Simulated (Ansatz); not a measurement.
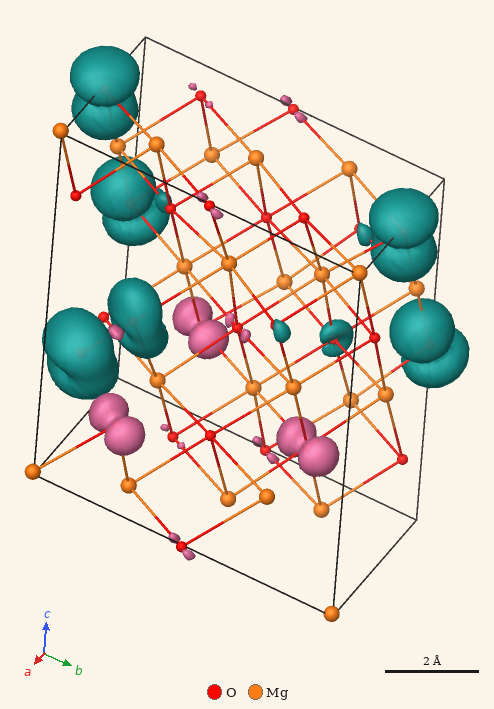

Figure 1: Mg15O17 (cell charge +1, with a compensating background) (cell with a defect). Isosurfaces of the spin density at +0.015 (teal) and −0.015 e/Å³ (pink), seen slightly off an axis. Sticks mark near contacts.

The SCF solution may not be the lowest one; the program warned that a starting moment wasn't kept; spin-polarised.

Computed with Ansatz, DFT PBE, scalar-relativistic, plane waves, PAW.

Core electrons are frozen (PAW), and the valence fields are smoothed inside the atomic spheres.

Which atoms carry the moments, and with what signs?

The spin density sits on O: +0.3 μB in one cell of 32 atoms, with smaller moments on other sites: O (up to +0.20 μB): with much of the spin spread outside that site. The cell of the calculation (32 atoms) carries 1.0 μB of net spin moment.
